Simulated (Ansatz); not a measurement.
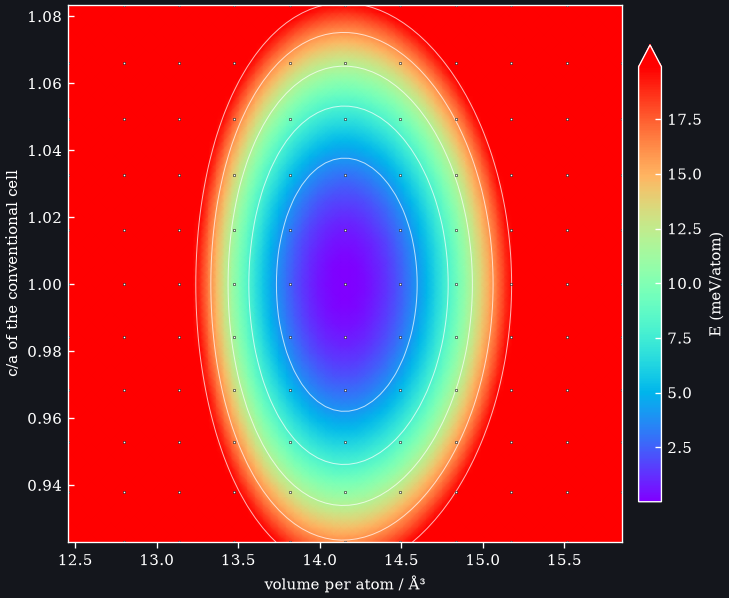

BeS (F-43m, No. 216; 2 atoms in the cell). The energy is mapped over volume and the cell's shape. The first coordinate is: volume per atom; the second: c/a of the conventional cell. Nothing is relaxed (symmetry fixes all fractional coordinates). The grid has 11 × 11 points. Points are written as (first, second). Energies: meV/atom, counted from the lowest grid point. Theory: DFT PBEsol, scalar-relativistic, plane waves, PAW in Ansatz 0.2.0. Settings: cutoff 520 eV, k-mesh 10×10×10, gaussian smearing 0.05 eV, no spin polarisation.

In the figure: a smooth colour map with a few white contour lines, dots at the grid points, one colour for all values above the top of the scale. Between grid points the surface is interpolated.

Where is the minimum, and how stiff is the well along each coordinate?

Answer. The interpolated minimum is at volume per atom ≈ 14.155 Å³, c/a of the conventional cell ≈ 1.000. The curvatures there are about 0.086 eV/(Å³)² and 11 eV, with a cross term of about 0 eV/Å³ (per cell of 2 atoms). Round the minimum the two coordinates are nearly uncoupled.
